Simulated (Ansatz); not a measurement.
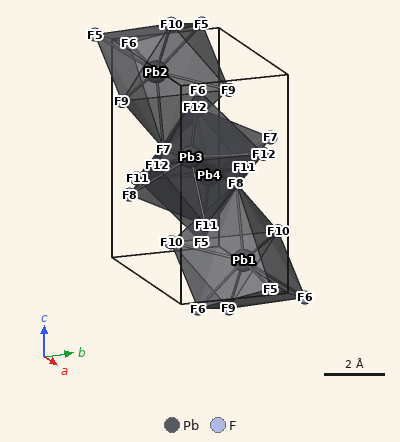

Fig. 1: The structure as given in the input (polyhedral view of the cell of the calculation, seen slightly off an axis; polyhedra are completed across the faces of the cell; atoms are numbered from 1 in the order of the input).

## PbF$_{2}$: one change and its effect

System: PbF$_{2}$ (Pnma, 12 atoms in the cell).
Method of run 1: DFT, PBE, plane waves, PAW, no spin polarisation (Ansatz 0.2.0).

The structure derives from an entry of the Crystallography Open Database. The geometry comes from this level: r2scan-rvv10. Text and figures count atoms from 1; the logs count them from 0 in places.

## The input, run 1
```yaml
crystal:
  lattice:
    - [6.3496555438, 0.0, 0.0]
    - [0.0, 3.858129335, 0.0]
    - [0.0, 0.0, 7.6156102559]
  atoms:
    - { symbol: Pb, position: [0.745422941, 0.75, 0.1082762806] }
    - { symbol: Pb, position: [0.254577059, 0.25, 0.8917237194] }
    - { symbol: Pb, position: [0.754577059, 0.25, 0.6082762806] }
    - { symbol: Pb, position: [0.245422941, 0.75, 0.3917237194] }
    - { symbol: F, position: [0.1404161022, 0.75, 0.0624382356] }
    - { symbol: F, position: [0.8595838978, 0.25, 0.9375617644] }
    - { symbol: F, position: [0.3595838978, 0.25, 0.5624382356] }
    - { symbol: F, position: [0.6404161022, 0.75, 0.4375617644] }
    - { symbol: F, position: [0.5312677637, 0.75, 0.8427493722] }
    - { symbol: F, position: [0.4687322363, 0.25, 0.1572506278] }
    - { symbol: F, position: [0.9687322363, 0.25, 0.3427493722] }
    - { symbol: F, position: [0.0312677637, 0.75, 0.6572506278] }
kpoints:
  mp_grid: { grid: [4, 6, 4] }
  band_path:
    path:
      - [0.0, 0.0, 0.0]
      - [0.5, 0.0, 0.0]
      - [0.5, 0.5, 0.0]
      - [0.0, 0.5, 0.0]
      - [0.0, 0.0, 0.5]
      - [0.5, 0.0, 0.5]
      - [0.5, 0.5, 0.5]
      - [0.0, 0.5, 0.5]
      - [0.0, 0.4, 0.0]
      - [0.0, 0.0, 0.1]
    npoints: 1
hamiltonian:
  xc: pbe
scf:
  occupations: { method: fixed }
  n_extra_bands: 7
output:
  forces: true
  stress: true
  eigenvalues: true
```

Command:
```bash
ansatz run input.yaml --threads 2 --pin off --max-ram 3686MiB --backend cpu --events-out ev --progress --plain --runs-dir out
```

Hardware: 2 threads of Arm Neoverse N1, 54 GiB of memory available, shared host.

## Output, shortened to warnings, some set-up lines, iterations and results (run 1)
```
Basis set: ecut = 420 eV, 3661 PW (Γ), exchange–correlation on 90×54×108 points (8 copies of the dense FFT grid, shifted against one another)
Symmetry: 8 space group operations
k-points: 36 of 96
Initial density: superposition of atomic densities (neutral atoms: chi_scale 0, normalization atom), corrected by the library's trained network
[...]
SCF iter   1: F=—  HF=-54098.352348 eV  |F-HF|=—  |Δ(HF+E_count)|=         —  Δρ=1.31e-3  dr2=2.48e-3  ethr=1.77e-3  ⟨swp⟩=5.0  Hψ=7496  notcnv=0  defer=151
SCF iter   2: F=—  HF=-54098.356057 eV  |F-HF|=—  |Δ(HF+E_count)|=   3.71e-3  Δρ=7.48e-4  dr2=5.59e-4  ethr=2.21e-6  ⟨swp⟩=2.4  Hψ=4885  notcnv=0  defer=177
SCF iter   3: F=—  HF=-54098.356324 eV  |F-HF|=—  |Δ(HF+E_count)|=   2.67e-4  Δρ=3.20e-4  dr2=1.26e-4  ethr=4.99e-7  ⟨swp⟩=2.0  Hψ=3348  notcnv=0  defer=175
SCF iter   4: F=—  HF=-54098.356453 eV  |F-HF|=—  |Δ(HF+E_count)|=   1.29e-4  Δρ=7.76e-5  dr2=1.03e-5  ethr=1.12e-7  ⟨swp⟩=2.5  Hψ=3829  notcnv=0  defer=159
SCF iter   5: F=—  HF=-54098.356542 eV  |F-HF|=—  |Δ(HF+E_count)|=   8.86e-5  Δρ=2.11e-5  dr2=7.75e-7  ethr=9.23e-9  ⟨swp⟩=2.3  Hψ=3434  notcnv=0  defer=126
SCF iter   6: F=—  HF=-54098.356542 eV  |F-HF|=—  |Δ(HF+E_count)|=   6.67e-7  Δρ=1.89e-5  dr2=4.24e-7  ethr=6.92e-10  ⟨swp⟩=2.0  Hψ=4190  notcnv=0  defer=126
SCF iter   7: F=-54098.356542 eV  HF=-54098.356542 eV  |F-HF|=5.73e-9  |Δ(HF+E_count)|=   6.47e-8  Δρ=4.84e-6  dr2=2.83e-8  ethr=8.93e-11  ⟨swp⟩=10.5  Hψ=13456  notcnv=0
SCF 1 converged in 7 iterations: F = -54098.356542 eV  dr2 = 2.83e-8
NSCF: frozen V_eff on 10 k-points
SCF converged after 7 iterations
Free energy (F): -54098.356542 eV
Harris-Foulkes:  -54098.356542 eV  (|F-HF|=5.73e-9)
Internal energy: -54098.356542 eV  (E = F + TS)
E sigma→0 (E₀):  -54098.356542 eV
Fermi energy:    6.512801 eV
--- Per-component energies (eV) ---
  E_band       = -354.256741
  E_kinetic    = 2798.496463
  E_local      = -8120.736729  (includes V_loc(G=0)·N_el)
  E_nonlocal   = 1988.517966
  E_hartree    = 3085.328757
  E_xc         = -1528.275775
  E_vxc        = -1355.082995  (∫ρ·V_xc dr)
  E_paw        = -43208.228530  (= ΣΔE_a)
  E_vpaw       = -1836.127064  (= ΣTr[D̂ρ^β])
  E_aug_tail   = 0.016587  (compensation charges beyond the density's cutoff)
  E_ewald      = -9113.475281
  E_smearing   = -0.000000  (= −TS)
  E_closure    = -0.000000  (closes the sum)
  Σ components = -54098.356542   (vs F -54098.356542, Δ=0.00e0)
--- Forces (eV/Å), atoms counted from 1 ---
  atom   1  Pb    -0.03176519     0.00000000     0.08833376
  atom   2  Pb     0.03176519    -0.00000000    -0.08833376
  atom   3  Pb     0.03176519     0.00000000     0.08833376
  atom   4  Pb    -0.03176519    -0.00000000    -0.08833376
  atom   5  F     -0.00028516     0.00000000     0.06690353
  atom   6  F      0.00028516    -0.00000000    -0.06690353
  atom   7  F      0.00028516     0.00000000     0.06690353
  atom   8  F     -0.00028516    -0.00000000    -0.06690353
  atom   9  F     -0.01820450    -0.00000000    -0.06611632
  atom  10  F      0.01820450     0.00000000     0.06611632
  atom  11  F      0.01820450    -0.00000000    -0.06611632
  atom  12  F     -0.01820450     0.00000000     0.06611632
  max |Σ_I F_I| component: 1.39e-17 eV/Å
--- Stress (GPa, compression-positive) ---
        5.069500      -0.000000       0.000000
       -0.000000       5.038227       0.000000
        0.000000       0.000000       4.956008
  P = ⅓ Tr σ = 5.0212 GPa (50.212 kbar)
```

For run 2 the input was changed thus:
```diff
-  xc: pbe
+  xc: r2scan
```

Predict how the results change.

The total energies belong to different methods, so their difference says nothing on which is more stable or more accurate. The gap on the mesh goes from 4.26 to 4.70 eV. The pressure goes from 5.02 to 1.44 GPa. The largest force goes from 0.094 to 0.007 eV/Å. The functional changes from PBE to r2SCAN. The SCF takes 8 iterations against 7. The default cutoff goes from 420 to 500 eV with the change. The plane waves at Γ go from 3661 to 4719. On the same kind of shared host run 2 took about 1.9 times as long.

## Output, shortened to warnings, some set-up lines, iterations and results (run 2)
```
Basis set: ecut = 500 eV, 4719 PW (Γ), exchange–correlation on 192×120×240 points (64 copies of the dense FFT grid, shifted against one another)
Symmetry: 8 space group operations
k-points: 36 of 96
Initial density: superposition of atomic densities (neutral atoms: chi_scale 0, normalization atom), corrected by the library's trained network
[...]
SCF iter   1: F=—  HF=-54168.810516 eV  |F-HF|=—  |Δ(HF+E_count)|=         —  Δρ=9.22e-3  dr2=1.45e-1  dr2_τ=2.26e-1  ethr=1.77e-3  ⟨swp⟩=5.0  Hψ=7554  notcnv=0  defer=165
SCF iter   2: F=—  HF=-54168.931492 eV  |F-HF|=—  |Δ(HF+E_count)|=   1.21e-1  Δρ=4.05e-3  dr2=1.86e-2  dr2_τ=2.60e-3  ethr=1.29e-4  ⟨swp⟩=2.1  Hψ=4921  notcnv=0  defer=160
SCF iter   3: F=—  HF=-54168.929122 eV  |F-HF|=—  |Δ(HF+E_count)|=   2.37e-3  Δρ=1.42e-3  dr2=2.85e-3  dr2_τ=2.96e-4  ethr=1.66e-5  ⟨swp⟩=3.0  Hψ=3978  notcnv=0  defer=174
SCF iter   4: F=—  HF=-54168.928840 eV  |F-HF|=—  |Δ(HF+E_count)|=   2.82e-4  Δρ=4.69e-4  dr2=2.04e-4  dr2_τ=3.42e-5  ethr=2.54e-6  ⟨swp⟩=2.0  Hψ=3219  notcnv=0  defer=174
SCF iter   5: F=—  HF=-54168.928866 eV  |F-HF|=—  |Δ(HF+E_count)|=   2.67e-5  Δρ=1.71e-4  dr2=3.21e-5  dr2_τ=4.65e-6  ethr=1.82e-7  ⟨swp⟩=2.0  Hψ=4044  notcnv=0  defer=143
SCF iter   6: F=—  HF=-54168.928884 eV  |F-HF|=—  |Δ(HF+E_count)|=   1.81e-5  Δρ=4.54e-5  dr2=2.11e-6  dr2_τ=3.92e-7  ethr=2.87e-8  ⟨swp⟩=2.0  Hψ=4188  notcnv=0  defer=108
SCF iter   7: F=—  HF=-54168.928886 eV  |F-HF|=—  |Δ(HF+E_count)|=   2.00e-6  Δρ=1.18e-5  dr2=2.37e-7  dr2_τ=1.33e-8  ethr=1.89e-9  ⟨swp⟩=2.0  Hψ=4188  notcnv=0  defer=108
SCF iter   8: F=-54168.928886 eV  HF=-54168.928886 eV  |F-HF|=3.22e-9  |Δ(HF+E_count)|=   2.23e-8  Δρ=2.12e-6  dr2=8.26e-9  dr2_τ=5.13e-10  ethr=8.93e-11  ⟨swp⟩=11.7  …
SCF 1 converged in 8 iterations: F = -54168.928886 eV  dr2 = 8.26e-9
NSCF: frozen V_eff on 10 k-points
SCF converged after 8 iterations
Free energy (F): -54168.928886 eV
Harris-Foulkes:  -54168.928886 eV  (|F-HF|=3.22e-9)
Internal energy: -54168.928886 eV  (E = F + TS)
E sigma→0 (E₀):  -54168.928886 eV
Fermi energy:    6.123491 eV
--- Per-component energies (eV) ---
  E_band       = -444.654219
  E_kinetic    = 2808.401189
  E_local      = -8142.695321  (includes V_loc(G=0)·N_el)
  E_nonlocal   = 1986.402707
  E_hartree    = 3102.054367
  E_xc         = -1475.266168
  E_vxc        = -1517.823435  (∫ρ·V_xc dr)
  E_paw        = -43337.969549  (= ΣΔE_a)
  E_vpaw       = -1892.635484  (= ΣTr[D̂ρ^β])
  E_aug_tail   = 0.008292  (compensation charges beyond the density's cutoff)
  E_vtau       = 109.582287  (kinetic-family band-sum trace: ∫τ·v_τ [+ j·A + Jᵃ·Aᵃ] dr)
  E_ewald      = -9113.475281
  E_core_change = 3.610877  (= ΣΔE_core)
  E_smearing   = -0.000000  (= −TS)
  E_closure    = -0.000000  (closes the sum)
  Σ components = -54168.928886   (vs F -54168.928886, Δ=0.00e0)
--- Forces (eV/Å), atoms counted from 1 ---
  atom   1  Pb    -0.00233225     0.00000000    -0.00633070
  atom   2  Pb     0.00233225    -0.00000000     0.00633070
  atom   3  Pb     0.00233225    -0.00000000    -0.00633070
  atom   4  Pb    -0.00233225     0.00000000     0.00633070
  atom   5  F      0.00041314    -0.00000000     0.00050999
  atom   6  F     -0.00041314     0.00000000    -0.00050999
  atom   7  F     -0.00041314    -0.00000000     0.00050999
  atom   8  F      0.00041314     0.00000000    -0.00050999
  atom   9  F     -0.00053854    -0.00000000     0.00697517
  atom  10  F      0.00053854     0.00000000    -0.00697517
  atom  11  F      0.00053854    -0.00000000     0.00697517
  atom  12  F     -0.00053854     0.00000000    -0.00697517
  max |Σ_I F_I| component: 1.73e-18 eV/Å
--- Stress (GPa, compression-positive) ---
        1.459881      -0.000000       0.000000
       -0.000000       1.447015       0.000000
        0.000000       0.000000       1.412929
  P = ⅓ Tr σ = 1.4399 GPa (14.399 kbar)
```

## The two runs side by side

| quantity | run 1 | run 2 |
| --- | --- | --- |
| outcome | converged | converged |
| free energy per atom (eV) | −4508.1964 | −4514.0774 |
| gap on the mesh (eV) | 4.26 | 4.70 |
| pressure (GPa) | 5.02 | 1.44 |
| largest force (eV/Å) | 0.094 | 0.007 |
| SCF iterations | 7 | 8 |
| irreducible k-points | 36 | 36 |
| plane waves at Γ | 3661 | 4719 |
| wall time (shared host) | 39 s | 74 s |

For both runs: Spin–orbit coupling is left out, which matters for Pb. For run 1: The cell is under a pressure of 5.0 GPa at this level, so it is not at its equilibrium volume.
